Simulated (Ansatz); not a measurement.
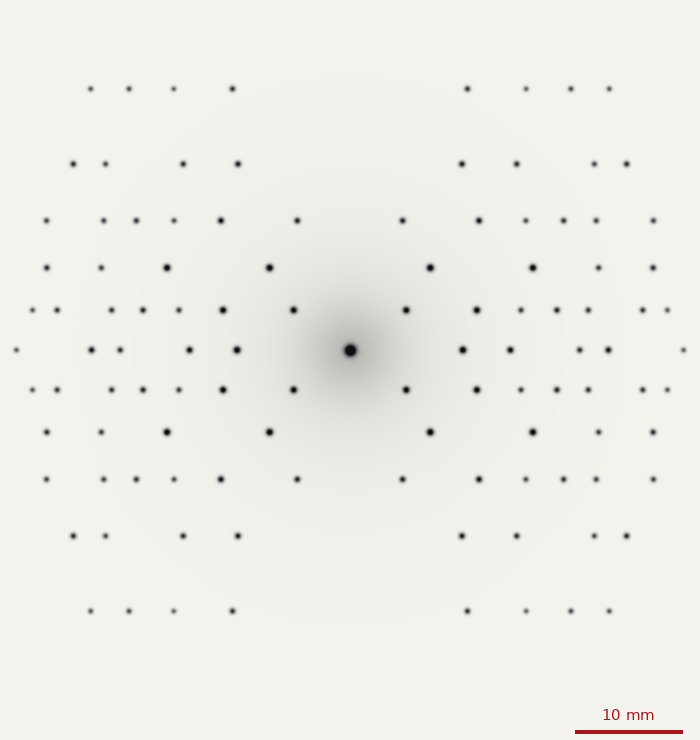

Simulated X-ray rotation photograph: Mo Kα radiation (λ = 0.7107 Å), cylindrical film of radius 28.65 mm unrolled, rotation axis vertical and normal to the beam, kinematic intensities without Lorentz or polarisation factors, the film spanning ±63° about the beam; spots down to d = 0.68 Å.

Measure the layer lines and find the identity period along the axis.

The first layer line lies 3.8 mm from the equator, so tan ν = 0.131, sin ν = 0.130 and the period is λ/sin ν = 5.46 Å. Further lines follow at 7.7, 12.2, 17.5, 24.6 mm.

The crystal is Ru, space group Fd-3m (No. 227), a = 5.456 Å. Structure: the end point of a relaxation with DFT, PBE, plane waves (420 eV) with PAW, scalar-relativistic (Ansatz 0.2.0); the starting structure was generated, so it need not be a known form of this composition.

About which axis was it rotated?

About [001] (or an equivalent direction), whose length in the conventional cell is 5.456 Å.
